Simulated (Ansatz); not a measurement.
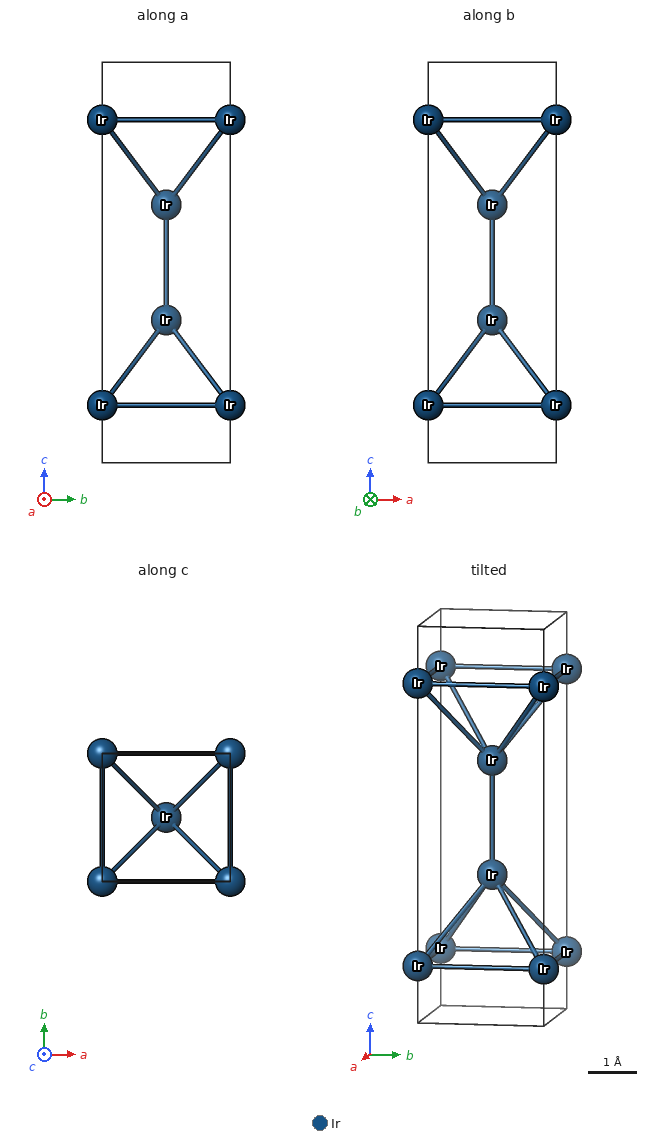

The image is a ball-and-stick drawing of a crystal, viewed along the a axis, along the b axis, along the c axis and slightly off an axis. Thin lines show the conventional unit cell, with boundary atoms drawn in all their periodic places.

Lattice parameters: a = 2.7187 Å, b = 2.7187 Å, c = 8.5083 Å, α = 90.000°, β = 90.000°, γ = 90.000°.

> Turn the picture into a CIF in P1 with every atom of the cell, with free fractional coordinates to two decimals.

```cif
data_structure
_symmetry_space_group_name_H-M 'P 1'
_symmetry_Int_Tables_number 1
_cell_length_a 2.7187
_cell_length_b 2.7187
_cell_length_c 8.5083
_cell_angle_alpha 90.000
_cell_angle_beta 90.000
_cell_angle_gamma 90.000
_cell_volume 62.89
loop_
_atom_site_label
_atom_site_type_symbol
_atom_site_fract_x
_atom_site_fract_y
_atom_site_fract_z
_atom_site_occupancy
Ir1 Ir 0.50 0.50 0.36 1
Ir2 Ir 0.00 0.00 0.14 1
Ir3 Ir 0.00 0.00 0.86 1
Ir4 Ir 0.50 0.50 0.64 1
```

Origin of the cell: a structure type filled with this element by a generator (whether the element takes this form wasn't checked). This is the structure after a relaxation with DFT r2SCAN, scalar-relativistic, plane waves, PAW (Ansatz).
